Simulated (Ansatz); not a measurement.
# SiC (F-43m):Br_C, thermodynamic levels from a 54-atom cell

Wanted: the transition levels of a substitutional impurity in SiC (F-43m), from a cell of 54 host atoms with 1 C taken out and 1 Br put in.

Method: place-levels on r2SCAN runs: charge-transition levels and formation energies with image-charge correction and potential alignment at the atomic sites; PAW set soft_1, in Ansatz 0.2.0.

**What experiment says.**

For SiC, cubic 3C zincblende (literature value), “Insight into the structural, elastic and electronic properties of a new orthorhombic 6O-SiC polytype” (2020, pmc:7200658) quotes earlier work: band gap (indirect gap) 2.4 eV [literature value; measurement temperature and method not stated].

## 1. The structure

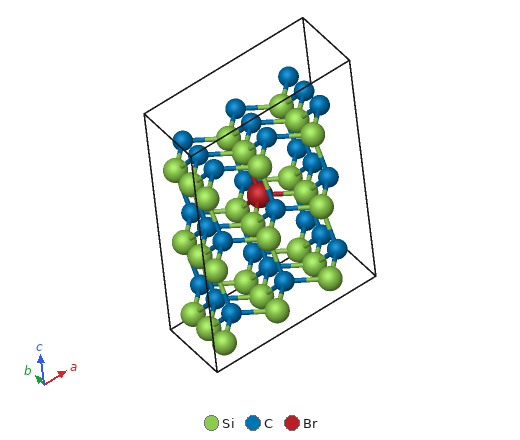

The starting structure, seen slightly off an axis (silicon green, carbon blue, bromine red).

The cell holds 54 atoms: 27 Si, 26 C and 1 Br. Cell: a = 9.242 Å, b = 9.242 Å, c = 9.242 Å, α = 60.0°, β = 60.0°, γ = 60.0°. It derives from SiC (space group F-43m). Nearest the centre at fractional (0.417, 0.417, 0.417): Br28 at 0.00 Å, Si29 at 1.89 Å, Si33 at 1.89 Å, Si45 at 1.89 Å, Si27 at 1.89 Å, C46 at 3.08 Å, C34 at 3.08 Å, C16 at 3.08 Å.

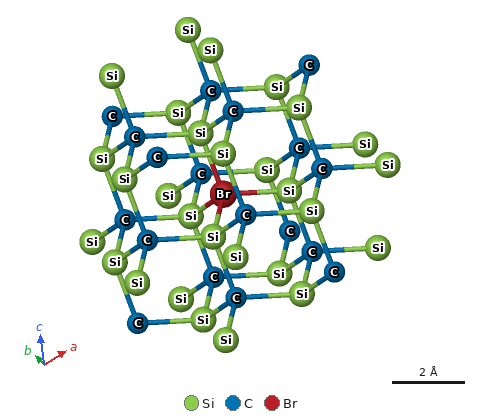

The atoms within 5 Å of the centre.

As a file:

```xyz
54
Lattice="0.0000 6.5349 6.5349 6.5349 0.0000 6.5349 6.5349 6.5349 0.0000" Properties=species:S:1:pos:R:3 pbc="T T T"
Si    0.0000    0.0000    0.0000
C     1.0891    1.0891    1.0891
Si    2.1783    2.1783    0.0000
C     3.2674    3.2674    1.0891
Si    4.3566    4.3566    0.0000
C     5.4457    5.4457    1.0891
Si    2.1783    0.0000    2.1783
C     3.2674    1.0891    3.2674
Si    4.3566    2.1783    2.1783
C     5.4457    3.2674    3.2674
Si    6.5349    4.3566    2.1783
C     7.6240    5.4457    3.2674
Si    4.3566    0.0000    4.3566
C     5.4457    1.0891    5.4457
Si    6.5349    2.1783    4.3566
C     7.6240    3.2674    5.4457
Si    8.7132    4.3566    4.3566
C     9.8023    5.4457    5.4457
Si    0.0000    2.1783    2.1783
C     1.0891    3.2674    3.2674
Si    2.1783    4.3566    2.1783
C     3.2674    5.4457    3.2674
Si    4.3566    6.5349    2.1783
C     5.4457    7.6240    3.2674
Si    2.1783    2.1783    4.3566
C     3.2674    3.2674    5.4457
Si    4.3566    4.3566    4.3566
Br    5.4457    5.4457    5.4457
Si    6.5349    6.5349    4.3566
C     7.6240    7.6240    5.4457
Si    4.3566    2.1783    6.5349
C     5.4457    3.2674    7.6240
Si    6.5349    4.3566    6.5349
C     7.6240    5.4457    7.6240
Si    8.7132    6.5349    6.5349
C     9.8023    7.6240    7.6240
Si    0.0000    4.3566    4.3566
C     1.0891    5.4457    5.4457
Si    2.1783    6.5349    4.3566
C     3.2674    7.6240    5.4457
Si    4.3566    8.7132    4.3566
C     5.4457    9.8023    5.4457
Si    2.1783    4.3566    6.5349
C     3.2674    5.4457    7.6240
Si    4.3566    6.5349    6.5349
C     5.4457    7.6240    7.6240
Si    6.5349    8.7132    6.5349
C     7.6240    9.8023    7.6240
Si    4.3566    4.3566    8.7132
C     5.4457    5.4457    9.8023
Si    6.5349    6.5349    8.7132
C     7.6240    7.6240    9.8023
Si    8.7132    8.7132    8.7132
C     9.8023    9.8023    9.8023
```

Known beforehand: the electronic dielectric constant, 7.06, and the static one, 10.43, computed on the host (DFPT, PBEsol, on the r2SCAN cell), and a cell off the functional's own equilibrium shifts the ionic part.

The cell's shortest repeat is 9.2 Å.

## 2. Charge states

Levels follow from differences of total energies between charge states, each relaxed by itself.

Random displacements of about 0.05 Å break the site symmetry at the start, so that the relaxation can reach a distorted minimum if there is one. Forces are taken on a 2×2×2 shifted mesh. The cell holds 1 electron more than the neutral one, with a uniform background that keeps it neutral on the whole.

The sampling was tested on the host first: at the k-points planned (1x1x1 shifted 0.25 0.25 0.25) its energy lies 0.119 eV an atom from the dense-mesh value, so the final energies take a denser sampling.

One state's input; the others differ in charge, spin, start and seed, and in occupations where the table says so.

Contents of qm1.relax/input.yaml:

```yaml
crystal:
  lattice:
    - [0.0, 2.17829624, 2.17829624]
    - [2.17829624, 0.0, 2.17829624]
    - [2.17829624, 2.17829624, 0.0]
  atoms:
    - { symbol: Si, position: [0.0, 0.0, 0.0] }
    - { symbol: C, position: [0.25, 0.25, 0.25] }
  supercell: [3, 3, 3]
  defects: [{ substitution: { at: 27, symbol: Br } }]
total_charge: -1
basis:
  ecutwfc: 500
  xc_grid: 2
hamiltonian:
  xc: r2scan
  pseudopotentials: { kind: paw, azcp: { folder: soft_1 } }
kpoints:
  mp_grid: { grid: [2, 2, 2], shift: [0.5, 0.5, 0.5] }
scf:
  occupations: { method: fixed }
  max_iter: 60
output:
  forces: true
  charged_corrections: { epsilon: 7.06, static_epsilon: 10.43 }
relax:
  f_tol: 0.02
  max_steps: 80
  random_displacement: { amplitude: 0.05, seed: 7292 }
checkpoint:
  write: "../qm1.relax.run"
  compress: false
  write_wavefunctions: true
  write_every: 100000
```

Command:

```
$ ansatz run input.yaml --threads 4 --pin off --max-ram 7536MiB --backend cpu --events-out ev --progress --plain --runs-dir out
```

The run of this state that the levels use, under r2SCAN:

Contents of qm1.point/input.yaml:

```yaml
crystal:
  checkpoint: "../qm1.relax.run"
  host: checkpoint
total_charge: -1
basis:
  ecutwfc: 500
  xc_grid: 2
hamiltonian:
  xc: r2scan
  pseudopotentials: { kind: paw, azcp: { folder: soft_1 } }
kpoints:
  mp_grid: { grid: [2, 2, 2], shift: [0.5, 0.5, 0.5] }
scf:
  occupations: { method: fixed }
  max_iter: 60
output:
  forces: true
  eigenvalues: true
  charged_corrections:
    epsilon: 7.06
    static_epsilon: 10.43
    defect_position: [0.416667, 0.416667, 0.416667]
  eigenstates: { localisation: true }
  populations: true
  band_densities: [{ bands: [v1, v1] }, { bands: [c1, c1] }]
  write_density: true
  write_potential: true
  volumetric_format: npy
checkpoint:
  read: "../qm1.relax.run"
  write: "../qm1.point.run"
  compress: false
  write_wavefunctions: false
  write_every: 100000
```

Relaxations under r2SCAN at a 2×2×2 shifted mesh; times on 4 threads of Intel Xeon Platinum 8375C at 2.90GHz (Ice Lake), shared host:

```csv
charge,moment (μB),occupations,outcome,steps,largest displacement against the far atoms (Å),time
−1,0,fixed,converged,13,0.70,2.4 min
0,1,fixed,converged,13,0.61,7.5 min
+1,0,fixed,converged,8,0.47,2 min
+2,1,fixed,converged,10,0.44,5.1 min
−1,2,fixed,converged,19,0.59,9.8 min
+1,2,fixed,converged,9,0.58,4.5 min
```

Single points under r2SCAN at a 2×2×2 shifted mesh; times on 4 threads of Intel Xeon Platinum 8375C at 2.90GHz (Ice Lake), shared host:

```csv
charge,moment (μB),occupations,outcome,time
−1,0,fixed,converged,13 s
0,1,fixed,converged,32 s
+1,0,fixed,converged,13 s
+2,1,fixed,converged,29 s
−1,2,fixed,converged,28 s
+1,2,fixed,converged,28 s
```

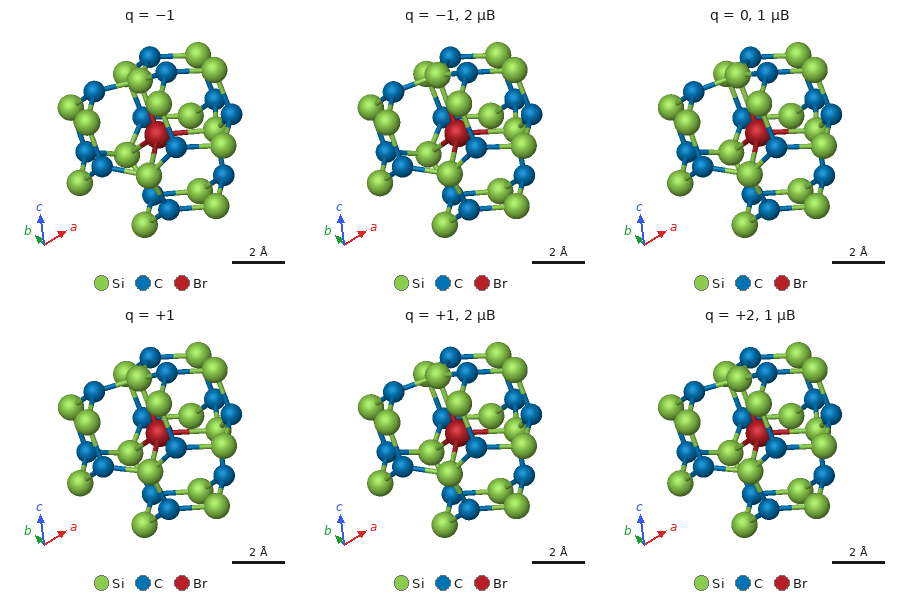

The structures near the centre after relaxation with r2SCAN, by charge.

Distances (Å) from Br28 to the nearest atoms after relaxation with r2SCAN:

```csv
charge,moment (μB),1.,2.,3.,4.,5.,6.
−1,0,Si 2.28,Si 2.28,Si 2.52,Si 2.55,C 3.06,C 3.06
−1,2,Si 2.29,Si 2.45,Si 2.45,Si 2.45,C 3.07,C 3.07
0,1,Si 2.30,Si 2.30,Si 2.44,Si 2.46,C 3.07,C 3.07
+1,0,Si 2.33,Si 2.33,Si 2.34,Si 2.35,C 3.10,C 3.10
+1,2,Si 2.29,Si 2.29,Si 2.42,Si 2.43,C 3.07,C 3.07
+2,1,Si 2.32,Si 2.32,Si 2.32,Si 2.32,C 3.10,C 3.10
```

## 3. place-levels, r2SCAN

A charged cell interacts with its images and the background, and its potential has another zero than the host's. place-levels removes the first by a point-charge model, screened by the static dielectric constant since the ions have relaxed around the charge, and the second by comparing potentials at atoms far from the defect.

The host is a run of the defect-free crystal in the same cutoffs, grids and k-points, so that basis and sampling errors cancel in part in the differences. The host is run in a cell of 2 atoms on a matching mesh. Its band edges are searched through the zone by a band path, so the gap is smaller than, or equal to, that on the mesh. Chemical potentials are energies per atom of C (diamond) and Br (solid Br2 (Cmce)), run with the same functional and cutoff. Carbon is taken as diamond, which semilocal functionals can put about 0.1 eV an atom over graphite.

Contents of levels.point.yaml:

```yaml
host:
  run: host.point.run
states: [qm1.point.run, q0_M1.point.run, qp1.point.run, qp2_M1.point.run, qm1_M2.point.run, qp1_M2.point.run]
geometry_from:
  qm1.point.run: qm1.relax.run
  q0_M1.point.run: q0_M1.relax.run
  qp1.point.run: qp1.relax.run
  qp2_M1.point.run: qp2_M1.relax.run
  qm1_M2.point.run: qm1_M2.relax.run
  qp1_M2.point.run: qp1_M2.relax.run
  host.point.run: host.relax.run
chemical_potentials:
  C:
    energy: -251.553391
    dataset: "<sha256 of the dataset>"
  Br:
    energy: -2792.869391
    dataset: "<sha256 of the dataset>"
epsilon: 7.06
static_epsilon: 10.43
vertical:
  - { from: qm1.point.run, to: qm1.point_neutral.run }
  - { from: qp1.point.run, to: qp1.point_neutral.run }
  - { from: qp2_M1.point.run, to: qp2_M1.point_neutral.run }
  - { from: qm1_M2.point.run, to: qm1_M2.point_neutral.run }
  - { from: qp1_M2.point.run, to: qp1_M2.point_neutral.run }
```

Command:

```
$ ansatz place-levels levels.point.yaml -- --threads 4 --pin off --max-ram 7536MiB
```

Numbers of over 12 decimals in the logs are rounded to 6 here.

The program printed:

```text
[... repeated set-up lines and file paths are left out, and long positions are rounded to six places ...]
(+2/+1) 1.202 eV above the valence edge, 0.508 eV under the conduction edge
(+1/0) 1.985 eV above the valence edge (+2.105 eV without the band-filling correction), in the conduction band; not on the lower envelope
(0/-1) 1.942 eV above the valence edge (+2.505 eV without the band-filling correction), in the conduction band; not on the lower envelope
(+1/-1) 1.963 eV above the valence edge (+2.305 eV without the band-filling correction), in the conduction band: charges between them are lowest nowhere
formation energy of charge +2: +4.343 eV with the Fermi level at the valence edge
formation energy of charge +1: +5.545 eV with the Fermi level at the valence edge
formation energy of charge 0: +7.529 eV with the Fermi level at the valence edge
formation energy of charge -1: +9.471 eV with the Fermi level at the valence edge
vertical -1 to 0: no energy, since no alignment is typed
  the change from vertical[0].from (qm1.point.run) to vertical[0].to (qm1.point_neutral.run): by its potential at epsilon 7.06 it stands at 0.268 0.130 0.269, with an rms radius of about 3.1 Å (1.5 2.2 1.5 Å across the planes of the cell's vectors); [...]
vertical +1 to 0: no energy, since no alignment is typed
  the change from vertical[1].from (qp1.point.run) to vertical[1].to (qp1.point_neutral.run): by its potential at epsilon 7.06 it stands at 0.285 0.269 0.259, with an rms radius of about 3.0 Å (1.7 1.7 1.8 Å across the planes of the cell's vectors); [...]
vertical +2 to 0: no energy, since no alignment is typed
[...]
of states[0] (qm1.point.run): it parts from the run at its places by a charge that spreads by about 2.2 Å along one vector (1.3 Å or more is wide), by its potential at epsilon 7.06, taken for that of held ions (one typed too small widens it), where the cell [...]
  of states[5] (qp1_M2.point.run): it parts from the run at its places by a charge that spreads by about 2.4 Å along one vector (1.3 Å or more is wide), by its potential at epsilon 7.06, taken for that of held ions (one typed too small widens it), where the [...]
  of states[4] (qm1_M2.point.run): it parts from the run at its places by a charge that spreads by about 2.1 Å along one vector (1.3 Å or more is wide), by its potential at epsilon 7.06, taken for that of held ions (one typed too small widens it), where the [...]
  of vertical[0].from (qm1.point.run): it parts from the run at its places by a charge that spreads by about 2.2 Å along one vector (1.3 Å or more is wide), by its potential at epsilon 7.06, taken for that of held ions (one typed too small widens it), where [...]
  of vertical[0].to (qm1.point_neutral.run): stability_check_not_made
  of vertical[1].from (qp1.point.run): it parts from the run at its places by a charge that spreads by about 1.8 Å along one vector (1.3 Å or more is wide), by its potential at epsilon 7.06, taken for that of held ions (one typed too small widens it), where [...]
  of vertical[1].to (qp1.point_neutral.run): band_overlap_at_count; stability_check_not_made
  of vertical[2].from (qp2_M1.point.run): stability_check_not_made; [...]
  of vertical[2].to (qp2_M1.point_neutral.run): band_overlap_at_count; stability_check_not_made
  of vertical[3].from (qm1_M2.point.run): stability_check_not_made; [...]
  of vertical[3].to (qm1_M2.point_neutral.run): band_overlap_at_count; stability_check_not_made
  of vertical[4].from (qp1_M2.point.run): its moments are held at its close (magnetization.spin_locking), by a field of 0.114 eV a Bohr magneton, and its energy and levels are of the state that this holds: a run that lets them go can end lower; [...]
  of vertical[4].to (qp1_M2.point_neutral.run): stability_check_not_made
```

The job ended after 0.58 s (4 threads of Intel Xeon Platinum 8375C at 2.90GHz (Ice Lake), shared host).

Levels between the charges placed, in eV above the valence top:

```csv
,gap (eV),(+2/+1),(+1/0),(0/−1)
r2SCAN,1.71,1.20,1.98,1.94
```

Corrections by state:

```csv
charge,moment (μB),image terms and alignment (eV),band filling (eV),ε used,"over the lowest of its charge, as the program ranks them, band filling apart (eV)"
+2,1.0,1.492,-,10.43,0.000
+1,0.0,0.556,-,10.43,0.000
0,1.0,0.000,-0.120,-,0.000
−1,0.0,-0.201,-0.684,10.43,0.000
+1,2.0,0.558,-,10.43,0.468
−1,2.0,-0.188,-,10.43,0.117
```

The charged structures listed were also run neutral, and place-levels reads from each pair, by the potential or the spins, how wide the charge is by which they differ; that can be the carrier of either run.

```csv
charge,rms radius (Å),spread where it is widest against the cell (Å),wide from (Å),reading
+2,3.5,2.02,1.31,wide
+1,3.0,1.81,1.31,wide
−1,3.1,2.20,1.31,wide
```

The neutral runs of these pairs need not share the spin of the lowest neutral state, and very wide values only mean spread over the cell.

From the program's caveats on the states, each cut to its opening words:

- charge +2 (1 μB): it parts from the run at its places by a charge that spreads by about 2 Å along one vector (1.3 Å or more is wide), by its potential at epsilon 7.06, taken for [...]
- charge +2 (1 μB): its alignment with the host at atomic sites is doubtful: the mean over the far sites moves by -0.2017 eV from their farther parts to their nearer, more than [...]
- charge +2 (1 μB), 0 (1 μB), +1 (2 μB), −1 (2 μB): flagged: stability check not made
- charge +1: it parts from the run at its places by a charge that spreads by about 1.8 Å along one vector (1.3 Å or more is wide), by its potential at epsilon 7.06, taken [...]
- charge +1: its alignment with the host at atomic sites is doubtful: the mean over the far sites moves by -0.1701 eV from their farther parts to their nearer, more than [...]
- charge 0 (1 μB): a band-filling correction moves a carrier to the host's band edge, which changes its energy by -0.120 eV
- charge 0 (1 μB): its alignment with the host at atomic sites is doubtful: the mean over the far sites moves by -0.0693 eV from their farther parts to their nearer, more than [...]
- charge −1: it parts from the run at its places by a charge that spreads by about 2.2 Å along one vector (1.3 Å or more is wide), by its potential at epsilon 7.06, taken [...]
- charge −1: a band-filling correction moves a carrier to the host's band edge, which changes its energy by -0.684 eV
- charge +1 (2 μB): it parts from the run at its places by a charge that spreads by about 2.4 Å along one vector (1.3 Å or more is wide), by its potential at epsilon 7.06, taken [...]
- charge +1 (2 μB): its alignment with the host at atomic sites is doubtful: the mean over the far sites moves by -0.0943 eV from their farther parts to their nearer, more than [...]
- charge +1 (2 μB): its moments are held at its close (magnetization.spin_locking), by a field of 0.114 eV a Bohr magneton, and its energy and levels are of the state that this [...]
- charge −1 (2 μB): it parts from the run at its places by a charge that spreads by about 2.1 Å along one vector (1.3 Å or more is wide), by its potential at epsilon 7.06, taken [...]

Chemical potentials of the elements' reference phases, run alike. Formation energy by charge state (elemental references; gap 1.71 eV):

```csv
charge,at valence top (eV),at conduction bottom (eV),correction included (eV)
+2,4.34,7.76,1.49
+1,5.54,7.25,0.56
0,7.53,7.53,-0.12
−1,9.47,7.76,-0.88
```

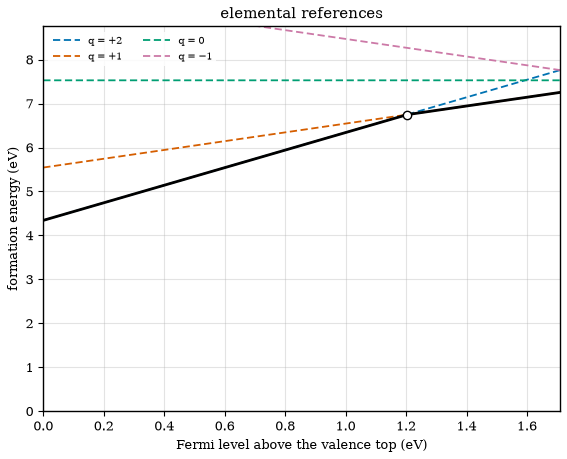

Formation energy against Fermi level; the thick line follows the lowest charge state and circles mark the transition levels.

## 4. What came out

| Item | Value |
| --- | --- |
| gap of the host | 1.71 eV (r2SCAN) |
| level (plus 2/plus 1) | 1.20 eV above the valence top |
| level (plus 1/0) | 1.98 eV above the valence top, past the conduction bottom, not a change between lowest states (2.11 eV above the valence top without the band-filling term) |
| level (0/minus 1) | 1.94 eV above the valence top, past the conduction bottom, not a change between lowest states (2.51 eV above the valence top without the band-filling term) |
| lowest of the charges placed, just above the valence top (0.02 eV) | +2 |
| lowest of the charges placed, just below the conduction bottom (0.02 eV) | +1 |
| lowest formation energy at mid-gap of the charges run, elemental references | 6.05 eV |

What this shows: Of the charges placed (−1, 0, +1 and +2), the lowest changes at 1.20 eV (+2/+1) above the valence top, in a gap of 1.71 eV. (+2/+1) lies nearer to a band edge than the share of the finite-size correction in it (0.94 eV), and that correction holds for a localised charge alone. Charges above +2 were not placed, so these runs say nothing of levels that involve them. States placed: +2 at 1 μB; +1 at 0 μB and 2 μB; 0 at 1 μB; −1 at 0 μB and 2 μB. Other spin states or structures, where not listed, weren't placed. The program finds carriers beyond a band edge of the host and adds a band-filling term at charge −1 (-0.68 eV) and 0 (-0.12 eV); steps to such a charge show no bound level, and a defect level inside a band would be read the same way. Br is taken at its element; compounds, which aren't counted here, bound the chemical potentials and would shift these formation energies. The program doubts the alignment of potentials for at least one state, a sign that the cell is small. What this leaves open: r2SCAN makes the gap too small and tends to spread out bound carriers.

Calculation against experiment:

```
                             quantity  measured           r2SCAN
band gap (least gap of the host) (eV)       2.4  1.71 (-0.69 eV)
```

Measured values from pmc:7200658 (2020).

How well it matches: The band gap is off by -0.69 eV: a clear miss. Local and semilocal functionals usually give gaps below the measured ones. Zero-point and thermal motion shift the measured gap.

[Logs are printed without paths, hosts, clocks, repeated set-up lines and the standing remarks that a program may print on its own settings, such as how far it seeks lower states.]

[Hosts, paths, dates, database ids (printed as entryN), source tags and the programs' standing remarks are cut or masked in the printed files.]

[Where a table of states has a column of steps, it counts the stored structures, which are thinned; the runs took as many ionic steps or more.]

[A defect's name tells the site on which it was built; relaxed atoms can leave that site.]

[For some hosts the program warned that the k-mesh of the response run may be too coarse for force constants and the static dielectric constant; such warnings are not shown here.]
